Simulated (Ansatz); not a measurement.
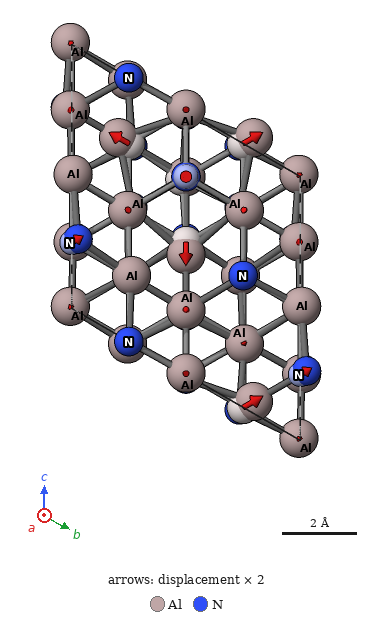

A relaxation of a defect cell of composition Al$_{17}$N$_{16}$. The starting structure is drawn faded, the final one solid; red arrows show the displacements, magnified 2 times.

Style: ball-and-stick. Shown: the cell of the calculation (origin shifted), along the a axis.

Case: Al interstitial, charge +0, atoms relaxed.

The calculation used Ansatz, DFT PBE, scalar-relativistic, plane waves, PAW. Set-up: plane-wave cutoff 420 eV; k-point mesh 2 × 2 × 2; occupations gaussian; smearing width 0.02 eV; mesh shifted by (0.5, 0.5, 0.5); collinear spin; atoms relaxed in a fixed cell; force threshold 0.02 eV/Å; at most 60 steps.

Q: What did the optimiser do to the structure, and how much energy did it gain?

A: The largest moves, 0.35 Å, are those of Al atoms. Largest moves by element: Al 0.35 Å, N 0.21 Å. The cell stays as it was. Some distances before and after: Al–Al 1.829 → 2.251 Å, Al–Al 1.943 → 2.251 Å, Al–N 2.334 → 2.054 Å, Al–Al 2.028 → 2.251 Å. Among the angles between lasting bonds that change: Al–N–Al 109.5° → 135.4°, N–Al–Al 74.6° → 57.6°, N–Al–Al 73.6° → 57.6°. Over 5 geometry steps the energy falls by 8.000 eV per cell of the calculation. The largest force component goes from 9.2 to 0.0034 eV/Å.

Limits of the set-up: the k-point mesh is coarse for a cell with partly filled bands; the periodic images lie only 7.6 Å apart, so the values are limited by the cell's size.
